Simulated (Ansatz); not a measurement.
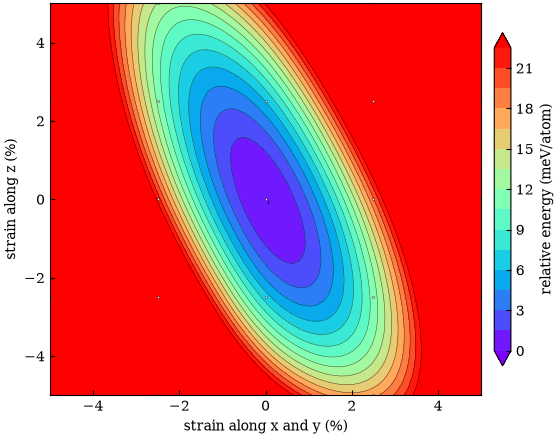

CoSi2 (Fm-3m, No. 225; 3 atoms in the cell). 
- The cell is strained homogeneously, by one strain along x and y and another along z, with fractional coordinates fixed (x, y and z along the cube axes).
- Coordinates scanned: (1) strain along x and y; (2) strain along z.
- The grid has 5 × 5 points.
- Points are written as (first, second).
- All energies are given in meV/atom relative to the lowest grid point.
- The runs have no spin polarisation; a magnetic state may lie lower.
- These are results of DFT PBEsol, scalar-relativistic, plane waves, PAW in Ansatz 0.2.0, not measurements. Settings: cutoff 420 eV, k-mesh 16×16×16, gaussian smearing 0.15 eV, no spin polarisation.

Drawn: filled contours, dots at the grid points, one colour for all values above the top of the scale. Between grid points the surface is interpolated.

Estimate the clamped-ion elastic constants that this map fixes.

Answer. With the cell volume of 37.5 Å³, the curvatures of the interpolated surface at its minimum give C₁₁ + C₂₂ + 2C₁₂ ≈ 840 GPa, C₃₃ ≈ 260 GPa and C₁₃ + C₂₃ ≈ 320 GPa (clamped ions, Cartesian axes of the cell). A stretch of 1 % along z with free sides (kept equal in x and y) would change the in-plane lengths by about −0.38 %.
